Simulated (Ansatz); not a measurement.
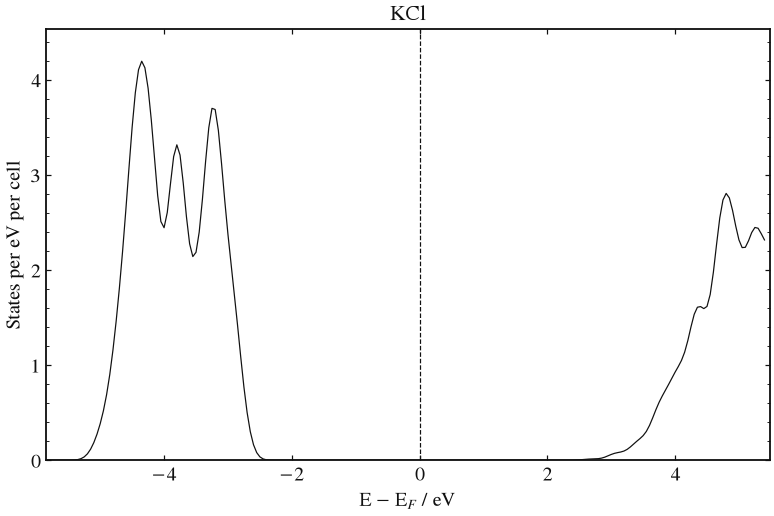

Density of states. Energies are counted from the Fermi level. The curve is built from the levels of the k mesh with Gaussians 0.3 eV wide, which also blur the band edges.

Input of the run:

```
crystal:
  lattice:
    - [3.5550803456, 0.0, 0.0]
    - [0.0, 3.5550803456, 0.0]
    - [0.0, 0.0, 3.7711682885]
  atoms:
    - { symbol: K, position: [0.0, 0.0, 0.0] }
    - { symbol: Cl, position: [0.5, 0.5, 0.5] }
kpoints:
  mp_grid: { grid: [8, 8, 8] }
  band_path:
    path:
      - [0.0, 0.0, 0.0]
      - [0.0, 0.5, 0.0]
      - [0.5, 0.5, 0.0]
      - [0.5, 0.5, 0.5]
      - [0.0, 0.5, 0.5]
    npoints: 1
hamiltonian:
  xc: pbe
scf:
  occupations: { method: fermi_dirac, width: 0.02 }
  n_extra_bands: 4
output:
  forces: true
  stress: true
  eigenvalues: true
  write_density: true
  write_potential: true
  elf: true
  volumetric_format: npy
```

Run as:
```bash
ansatz run input.yaml --threads 4 --pin off --max-ram 3686MiB --backend cpu --events-out ev --progress --plain --runs-dir out
```

### Metal or insulator, going by the density of states?

There is a gap; over the k points computed it is 5.40 eV (indirect; the smallest direct gap is 5.62 eV).

### How wide is the upper valence band?

The upper group of valence states starts about 2.4 eV under the valence-band top (which lies at −2.7 eV on this axis), with a gap beneath it; it holds about 6 electrons a cell.
